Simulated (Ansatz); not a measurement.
## Run report: W, geometry relaxation (part 2 of 3)

W (slab, 17 atoms in the cell); DFT PBE+D3(BJ), scalar-relativistic, plane waves, PAW, spin-polarised (Ansatz 0.2.0); cutoff 420 eV, 6×6×1 k-mesh, Gaussian smearing of 0.1 eV, collinear spins. The structure derives from an entry of the Crystallography Open Database. The input holds or restrains some coordinates. Forces given for the steps count only the free coordinates.

Geometry of the input (Å; fractional positions):
```
5.4724  0.0000  0.0000
-1.8241  5.1594  0.0000
0.0000  0.0000  25.7023
W  0.2500  0.2500  0.3307
W  0.2500  0.7500  0.3307
W  0.7500  0.2500  0.3307
W  0.7500  0.7500  0.3307
W  0.5000  0.5000  0.4176
W  0.5000  0.0000  0.4176
W  -0.0000  0.5000  0.4176
W  0.0000  0.0000  0.4176
W  0.7500  0.7500  0.5050
W  0.7500  0.2500  0.5050
W  0.2500  0.7500  0.5050
W  0.2500  0.2500  0.5050
W  0.0000  0.0000  0.5896
W  -0.0000  0.5000  0.5896
W  0.5000  0.0000  0.5896
W  0.5000  0.5000  0.5896
W  0.2500  0.2500  0.7001
```

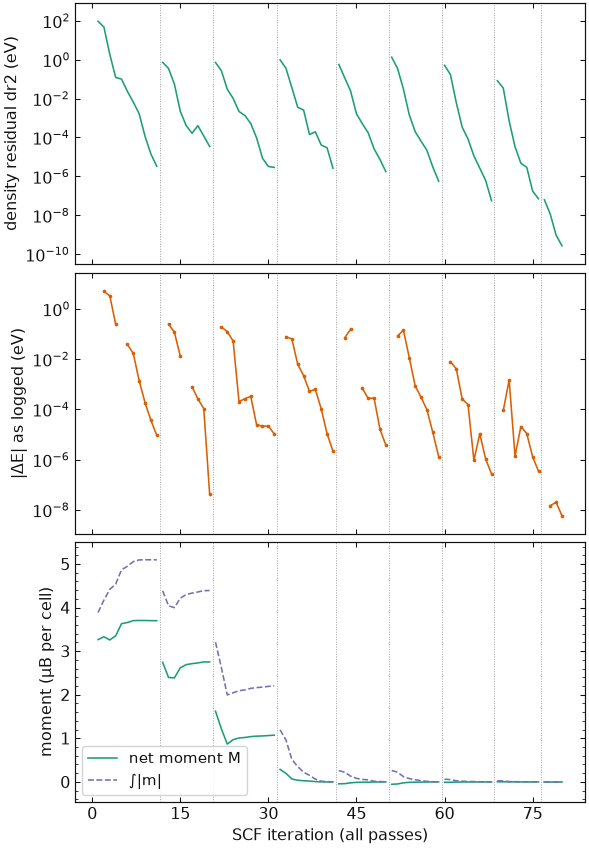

Figure 1. Convergence of the self-consistent field: density residual dr2, size of the energy change and magnetic moment against the SCF iteration. The dotted lines part the SCF passes of the relaxation: geometry steps, rejected trials and re-solves on a re-selected basis. The 9 passes take 4 to 11 iterations each, 80 in all. The net moment goes from 3.3 to 0.0 μB per cell, and ∫|m| falls to zero.

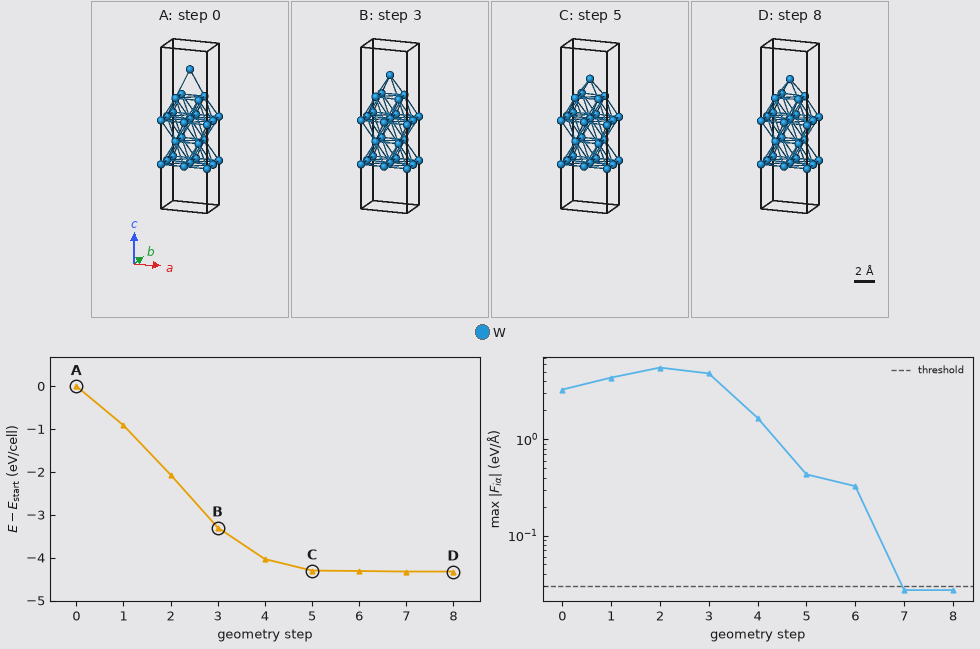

Figure 2. Frames of the restrained relaxation (ball-and-stick view of the cell of the calculation, with the vacuum cut short (origin shifted), seen slightly off an axis) above the curves, on which the letters mark them (the first geometry is step 0 here and step 1 in the log).

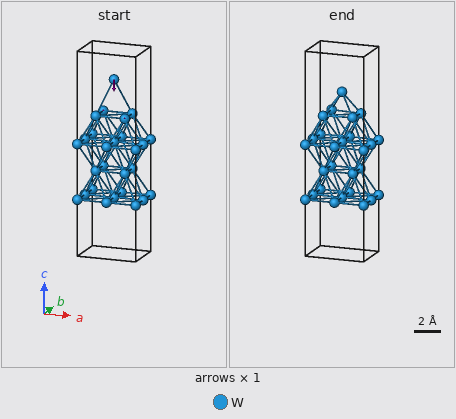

Figure 3. Before (left) and after (right) the restrained relaxation, at one scale (ball-and-stick view of the cell of the calculation, with the vacuum cut short (origin shifted), seen slightly off an axis). The pink arrows give the displacements, at true length. The energy falls by 4.324 eV per cell of the calculation in 8 geometry steps. The largest force component goes from 3.3 to 0.027 eV/Å. The atom that moves furthest is W17 (1.00 Å). The cell stays as it was. Among the contacts that change: W14–W17 3.613 → 2.782 Å, W13–W17 3.250 → 2.462 Å, W9–W14 3.118 → 3.271 Å, W13–W16 3.159 → 3.271 Å. Among the angles that change: W13–W17–W16 58.2° → 83.3°. (Atoms are counted from 1 in the order of the input.)

```
WARN: The output density's exchange-correlation potential varies sharply where the density is thin. Do not read a vacuum level from v_tot or v_xc, or from such a field of the output density. On a cell that repeats whose density bears no net charge and no dipole along the vacuum's axis use v_es (v_loc + v_h of the components); under efield.dipole_correction with no amplitude use v_es + v_field, which holds any external_charges[].barrier, or the levels of the report's work_function block, which leave it out; under a non-zero efield.amplitude the vacuum is tilted and has no level; on a cell that repeats and bears such a dipole with no correction it is tilted too, and efield.dipole_correction with no amplitude gives each side of its ramp a level where efield: is served; in a cell that repeats whose density bears a net charge (total_charge, or a fill off its count) it is curved and has none; of a slab under crystal.periodic whose density bears no net charge use v_es, which has a level on each side, short of where the two are joined; of another it falls or rises all the way out and has none; of a slab beside external_charges read slab_vacuum_level instead, which it has where they leave it neutral. The grid or the basis barely resolves most such structure, and the values can differ between equally converged runs; as a rule a tighter scf.convergence.dr2_threshold does not remove it. Where the density itself ripples (under the LDA too) a higher basis.ecutwfc lessens it. The files hold the spikes' plane waves up to the density's cutoff. Files: v_tot_of_output_density and the like, and their columns of v_z.tsv (output.write_potential); v_xc_of_output_density and the like, and their columns of v_comp_z.tsv (output.write_potential_components). Measured: with its Gaussian average of σ = 0.25 Å subtracted twice, the exchange-correlation potential is over 0.1 eV at 10 of the grid points where the equally averaged density (valence and model cores) is under 1e-3 e/Å³, and 0.116 eV at the most among them, at an averaged density of 8.8e-9 e/Å³. The input density's (outcome.potential() and, of a run that writes arrays, v_tot and v_xc) is over 0.1 eV, so measured, at 18 points of its own thin density, 0.237 eV at the most. See output.write_potential in the manual, Limitations
SCF converged after 4 iterations
Magnetization: -0.0000 μB (119.0000 up, 119.0000 down)
Absolute magnetization: 0.0000 μB (∫|ρ↑−ρ↓|, with the PAW one-centre terms)
Spin contamination: 0.0000 ħ² per cell (⟨S²⟩ above its minimum at these occupations)
Per-site moments (μB) at R_I (Å): [(1.5887527587514689e-6, 1.128681808570527), (-4.50859753182435e-7, 1.128681808570527), (-4.508597532099668e-7, 1.1286818085705268), (-1.9515925793883826e-7, 1.1286818085705268), (-5.761864913823801e-7, 1.1144752906216335), (3.8963818078171046e-7, 1.1286818085705268), (3.8963818062647547e-7, 1.1286818085705268), (-5.76186491282277e-7, 1.1144752906216335), (1.6249182216863178e-6, 1.1143998396038057), (-6.52076809272932e-7, 1.128691794843909), (-6.520768093662592e-7, 1.1286917948439088), (1.1916773913310806e-6, 1.1252676140412388), (-2.46643154192963e-6, 1.0154410949011026), (-7.473635360735362e-7, 1.119953682328966), (-7.473635359960235e-7, 1.119953682328966), (-2.4664315420282385e-6, 1.0154410949011026), (4.627966660587024e-6, 1.0154410949011026)]
Free energy (F): -176537.767722 eV
Harris-Foulkes:  -176537.767722 eV  (|F-HF|=2.91e-11)
Internal energy: -176537.715784 eV  (E = F + TS)
E sigma→0 (E₀):  -176537.741753 eV
Entropy (-TS):   -0.051938 eV (-3.055 meV/atom)
Fermi energy:    5.900324 eV
Dipole field:    D = 0.062500 V/Å  (p = 0.250649 e·Å, saw-weighted, corrected)
Work function:   Φ+ = 3.2756 eV   Φ− = 4.8820 eV
Levels:          The Fermi level and band energies are counted from a zero that moves with the ramp; work functions are not
--- Per-component energies (eV) ---
  E_band       = -5309.896508
  E_kinetic    = 7625.983900
  E_local      = -321057.495363  (includes V_loc(G=0)·N_el)
  E_nonlocal   = 22.315829
  E_hartree    = 157122.727828
  E_xc         = -4521.383322
  E_vxc        = -4037.489042  (∫ρ·V_xc dr)
  E_paw        = -145563.470012  (= ΣΔE_a)
  E_vpaw       = -2124.953300  (= ΣTr[D̂ρ^β])
  E_aug_tail   = -0.001007  (compensation charges beyond the density's cutoff)
  E_efield     = 0.007833  (sawtooth field / dipole correction)
  E_vefield    = 16.284532  (∫n·V_field dr)
  E_ewald      = 129842.280763
  E_disp       = -8.682233  (pairwise vdW)
  E_smearing   = -0.051938  (= −TS)
  E_closure    = -0.000000  (closes the sum)
  Σ components = -176537.767722   (vs F -176537.767722, Δ=0.00e0)
--- Forces (eV/Å), atoms counted from 1 ---
  atom   1  W      0.00000000     0.00000000     0.42423254
  atom   2  W      0.00000000     0.00000000     0.54620869
  atom   3  W     -0.00000000     0.00000000     0.54620869
  atom   4  W     -0.00000000    -0.00000000     0.55690805
  atom   5  W      0.00982942     0.01390090    -0.54073107
  atom   6  W     -0.12127062     0.08575128    -0.49966094
  atom   7  W      0.12127062    -0.08575128    -0.49966094
  atom   8  W     -0.00982942    -0.01390090    -0.54073107
  atom   9  W      0.00000000     0.00000000    -0.02708697
  atom  10  W     -0.00000000    -0.00000000    -0.00112771
  atom  11  W      0.00000000     0.00000000    -0.00112771
  atom  12  W     -0.00000000    -0.00000000    -0.01564406
  atom  13  W     -0.00791550    -0.01119421    -0.00237512
  atom  14  W     -0.01149764     0.00813006     0.02317801
  atom  15  W      0.01149764    -0.00813006     0.02317801
  atom  16  W      0.00791550     0.01119421    -0.00237512
  atom  17  W      0.00000000     0.00000000     0.01060912
  max |Σ_I F_I| component: 2.39e-6 eV/Å
--- Band table (eV; the first three rows and the last of 26) ---
  k-point 0 ↑: bands = ["-68.1683", "-68.0813", "-68.0771", "-68.0751", "-68.0504", "-68.0399", "-68.0304", "-68.0243", "-68.0079", "-67.9977", "-67.9816", "-67.9623", "-67.9362", "-67.9212", "-67.8019", "-67.7884", "-67.5839", "-33.0710", "-33.0438", "-33.0181", "-32.9876", "-32.9777", "-32.9578", "-32.9158", "-32.8731", "-32.7547", "-32.7502", "-32.7377", "-32.7115", "-32.6689", "-32.6311", "-32.6286", "-32.5800", "-32.5120", "-32.3719", "-32.3582", "-32.3475", "-32.3181", "-32.2900", "-32.2837", "-32.2395", "-32.2140", "-32.2096", "-32.2089", "-32.1821", "-32.1490", "-32.1334", "-32.0996", "-31.9733", "-31.9724", "-31.8901", "-31.8760", "-31.8564", "-31.8503", "-31.8490", "-31.8275", "-31.7891", "-31.7747", "-31.7707", "-31.7563", "-31.7448", "-31.7292", "-31.7214", "-31.7116", "-31.6303", "-31.6064", "-31.4597", "-31.4146", "-3.1823", "-1.8001", "-0.5370", "-0.2534", "0.0194", "0.0615", "0.0639", "0.0809", "0.0902", "0.3771", "0.4964", "0.8857", "0.9773", "1.1127", "1.2012", "1.2139", "1.2971", "1.7844", "2.4703", "2.4975", "2.5078", "2.5219", "2.5779", "2.7247", "2.7266", "2.8192", "2.8993", "2.9422", "3.1667", "3.1802", "3.6027", "3.8506", "3.8717", "4.1666", "4.2949", "4.4034", "4.5184", "4.5783", "4.5981", "4.6072", "4.7730", "4.9836", "5.2000", "5.4928", "5.5176", "5.5421", "5.6328", "6.1835", "6.6136", "6.6191", "6.6253", "6.8476", "7.0974", "7.1453", "7.1782", "7.5086", "7.6074", "7.7080", "7.7149", "7.8399", "7.8470", "7.9124", "7.9819", "8.1010", "8.1471", "8.1706", "8.1817", "8.2237", "8.2322", "8.2680", "8.2992", "8.4075", "8.4734", "8.5379", "8.5783", "8.6760", "8.8193", "8.8504"]
  k-point 1 ↑: bands = ["-68.1624", "-68.0828", "-68.0769", "-68.0737", "-68.0479", "-68.0411", "-68.0322", "-68.0230", "-68.0080", "-67.9982", "-67.9800", "-67.9621", "-67.9392", "-67.9250", "-67.8037", "-67.7887", "-67.5837", "-33.0387", "-33.0054", "-32.9827", "-32.9683", "-32.9420", "-32.9176", "-32.8865", "-32.8396", "-32.7375", "-32.7164", "-32.6976", "-32.6854", "-32.6604", "-32.6276", "-32.6131", "-32.5883", "-32.5215", "-32.4078", "-32.3832", "-32.3529", "-32.3381", "-32.3097", "-32.2887", "-32.2364", "-32.2261", "-32.2011", "-32.1881", "-32.1699", "-32.1469", "-32.1119", "-32.0874", "-32.0014", "-31.9846", "-31.9271", "-31.8927", "-31.8875", "-31.8712", "-31.8592", "-31.8503", "-31.8215", "-31.8014", "-31.7850", "-31.7780", "-31.7671", "-31.7541", "-31.7297", "-31.7221", "-31.6617", "-31.6377", "-31.4596", "-31.4155", "-2.9387", "-1.5715", "-0.2973", "-0.0107", "0.0055", "0.0868", "0.2467", "0.2655", "0.2774", "0.5692", "0.6234", "0.8811", "1.1352", "1.2467", "1.3643", "1.4523", "1.4873", "1.8628", "2.5123", "2.5455", "2.5944", "2.6273", "2.6495", "2.7714", "2.7999", "2.8777", "2.9976", "3.0889", "3.2151", "3.2444", "3.5187", "3.6925", "3.8423", "4.0497", "4.0814", "4.1532", "4.2881", "4.3961", "4.4907", "4.5834", "4.6030", "4.9031", "5.1697", "5.2277", "5.3089", "5.3724", "5.4871", "5.8698", "6.0551", "6.0869", "6.2789", "6.7227", "6.8589", "7.0639", "7.1692", "7.2882", "7.3998", "7.4562", "7.5196", "7.5603", "7.5968", "7.6836", "7.7197", "7.8643", "7.9147", "8.0285", "8.0700", "8.1443", "8.2166", "8.2312", "8.2646", "8.3095", "8.4767", "8.4924", "8.5442", "8.6312", "8.7662", "8.8861"]
  k-point 2 ↑: bands = ["-68.1462", "-68.1003", "-68.0672", "-68.0651", "-68.0496", "-68.0381", "-68.0371", "-68.0193", "-68.0117", "-68.0013", "-67.9723", "-67.9584", "-67.9475", "-67.9350", "-67.8072", "-67.7895", "-67.5833", "-32.9711", "-32.9274", "-32.9150", "-32.8869", "-32.8500", "-32.8460", "-32.8031", "-32.7846", "-32.7220", "-32.6984", "-32.6699", "-32.6487", "-32.6327", "-32.5907", "-32.5448", "-32.5221", "-32.4875", "-32.4143", "-32.4083", "-32.3925", "-32.3716", "-32.3292", "-32.3151", "-32.2720", "-32.2318", "-32.2017", "-32.1982", "-32.1601", "-32.1431", "-32.1097", "-32.0627", "-32.0468", "-32.0304", "-32.0108", "-31.9984", "-31.9585", "-31.9395", "-31.9052", "-31.8996", "-31.8833", "-31.8661", "-31.8520", "-31.8124", "-31.8033", "-31.7510", "-31.7403", "-31.7205", "-31.6998", "-31.6884", "-31.4613", "-31.4149", "-2.2643", "-0.9767", "-0.4420", "0.0512", "0.3037", "0.6400", "0.7521", "0.7642", "0.7723", "0.8897", "0.9786", "1.0923", "1.4724", "1.5948", "1.6342", "1.8460", "1.9374", "2.1537", "2.6036", "2.6458", "2.6856", "2.7202", "2.7935", "2.9051", "2.9610", "3.0272", "3.0855", "3.1837", "3.3003", "3.3476", "3.4485", "3.5704", "3.6990", "3.7439", "3.8531", "3.9327", "4.0037", "4.0725", "4.0830", "4.2113", "4.3850", "4.5091", "4.6714", "4.9252", "4.9874", "5.0005", "5.0254", "5.1156", "5.2652", "5.7613", "5.7840", "6.0604", "6.3144", "6.5905", "6.7502", "6.8976", "7.1249", "7.1780", "7.3340", "7.3669", "7.4272", "7.4607", "7.4913", "7.5314", "7.5644", "7.6726", "7.7345", "7.8184", "7.8762", "7.9520", "8.0992", "8.1438", "8.2158", "8.2932", "8.5079", "8.5454", "8.6540", "8.7032"]
  k-point 12 ↓: bands = ["-68.1060", "-68.1014", "-68.0778", "-68.0756", "-68.0489", "-68.0327", "-68.0220", "-68.0095", "-67.9993", "-67.9864", "-67.9816", "-67.9767", "-67.9621", "-67.9609", "-67.8177", "-67.7883", "-67.5834", "-32.8685", "-32.7728", "-32.7569", "-32.7499", "-32.7390", "-32.7243", "-32.6933", "-32.5387", "-32.5347", "-32.5303", "-32.4897", "-32.4814", "-32.4635", "-32.4251", "-32.4243", "-32.4190", "-32.3947", "-32.3761", "-32.3508", "-32.3482", "-32.3256", "-32.2971", "-32.2842", "-32.2812", "-32.2652", "-32.2341", "-32.2183", "-32.2140", "-32.2051", "-32.1825", "-32.1755", "-32.1703", "-32.1639", "-32.1553", "-32.1511", "-32.1011", "-32.0826", "-32.0709", "-32.0353", "-32.0173", "-31.9984", "-31.9870", "-31.9686", "-31.9646", "-31.9621", "-31.9049", "-31.8625", "-31.8570", "-31.7259", "-31.4706", "-31.4238", "-0.8412", "-0.7474", "0.3430", "0.4927", "0.8394", "0.8556", "1.1251", "1.3141", "1.3210", "1.4892", "1.5116", "1.5710", "2.0298", "2.0677", "2.3395", "2.4902", "2.7168", "2.7292", "2.7331", "2.8266", "2.8656", "2.9266", "2.9431", "3.0441", "3.0891", "3.1308", "3.3819", "3.4601", "3.5198", "3.6608", "3.7580", "3.7905", "3.8267", "3.8765", "3.9927", "4.1062", "4.1216", "4.1635", "4.2424", "4.3908", "4.6541", "4.7924", "4.7946", "4.7983", "4.9160", "4.9604", "5.0068", "5.0677", "5.1865", "5.3319", "5.3780", "5.4552", "5.4866", "5.5923", "5.8231", "6.1393", "6.1635", "6.2029", "6.2489", "6.3682", "6.4369", "6.6182", "6.6962", "6.7183", "6.8137", "6.8743", "7.1342", "7.3269", "7.3291", "7.3869", "7.5294", "7.5343", "7.5982", "7.9771", "7.9888", "8.1186", "8.2917", "8.5131"]
```
